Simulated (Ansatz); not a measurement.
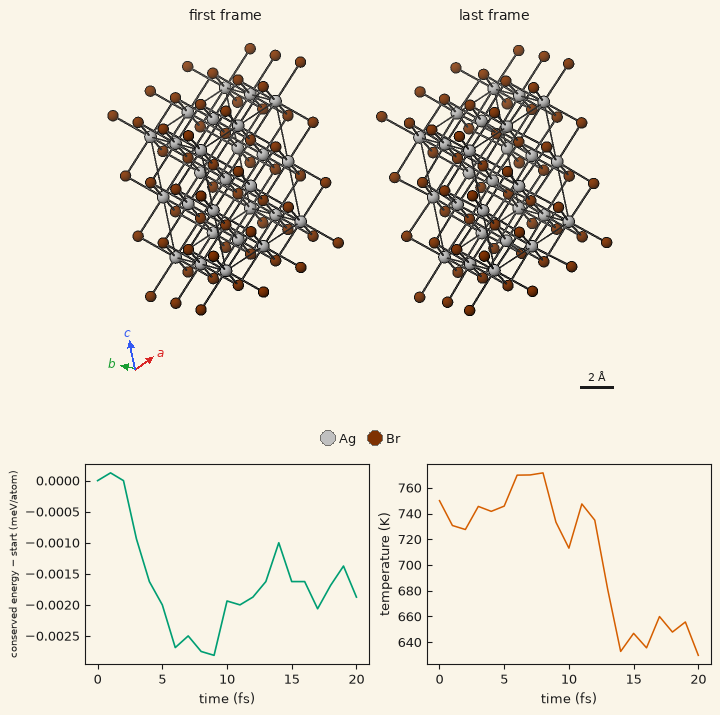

A Born-Oppenheimer molecular dynamics run of a 16-atom cell of AgBr (built on the rocksalt type), 20 fs long. The picture is a ball-and-stick view of the reduced simulation cell, seen slightly off an axis. Bonds to atoms that aren't drawn are left out. Lengths and directions refer to the drawn axes.

These are results of DFT, PBEsol, plane waves, PAW (Ansatz 0.2.0), not measurements. Settings: plane-wave cutoff 420 eV; k-point mesh 2 × 2 × 2; Fermi-Dirac smearing 0.069 eV; Langevin thermostat and barostat (NPT); set temperature 800 K; time step 1 fs.

The input:
```yaml
crystal:
  lattice:
    - [0.0, 5.7854666527, 5.7854666527]
    - [5.7854666527, 0.0, 5.7854666527]
    - [5.7854666527, 5.7854666527, 0.0]
  atoms:
    - { symbol: Ag, position: [0.0, 0.0, 0.0] }
    - { symbol: Br, position: [0.25, 0.25, 0.25] }
    - { symbol: Ag, position: [0.0, 0.0, 0.5] }
    - { symbol: Br, position: [0.25, 0.25, 0.75] }
    - { symbol: Ag, position: [0.0, 0.5, 0.0] }
    - { symbol: Br, position: [0.25, 0.75, 0.25] }
    - { symbol: Ag, position: [0.0, 0.5, 0.5] }
    - { symbol: Br, position: [0.25, 0.75, 0.75] }
    - { symbol: Ag, position: [0.5, 0.0, 0.0] }
    - { symbol: Br, position: [0.75, 0.25, 0.25] }
    - { symbol: Ag, position: [0.5, 0.0, 0.5] }
    - { symbol: Br, position: [0.75, 0.25, 0.75] }
    - { symbol: Ag, position: [0.5, 0.5, 0.0] }
    - { symbol: Br, position: [0.75, 0.75, 0.25] }
    - { symbol: Ag, position: [0.5, 0.5, 0.5] }
    - { symbol: Br, position: [0.75, 0.75, 0.75] }
kpoints:
  mp_grid: { grid: [2, 2, 2] }
hamiltonian:
  xc: pbesol
scf:
  occupations: { method: fermi_dirac, width: 0.069 }
md:
  ensemble: npt_langevin
  temperature: 800
  timestep: 1.0
  n_steps: 20
  initial_velocities: maxwell_boltzmann
  seed: 3777
```

Launched with:
```bash
ansatz run input.yaml --threads 4 --pin off --max-ram 3686MiB --backend cpu --events-out ev --progress --plain --runs-dir out
```

Check the integration.

The conserved quantity stays between −0.0028 and 0.00013 meV per atom of its start. A straight-line fit has a slope that amounts to −0.001 meV per atom over 20 fs (under 0.1 % of the mean kinetic energy), and the ripple about it is under 0.1 % of the kinetic energy's fluctuation. With a drift under 2 % and a ripple under 7 %, the integration is accurate. Over the second half the temperature averages 671 K (spread ±40 K). The potential energy in the second half lies on average 1.4 meV per atom below the first frame. The mean pressure there is −1.2 GPa. The volume ends −2.1 % from the start.
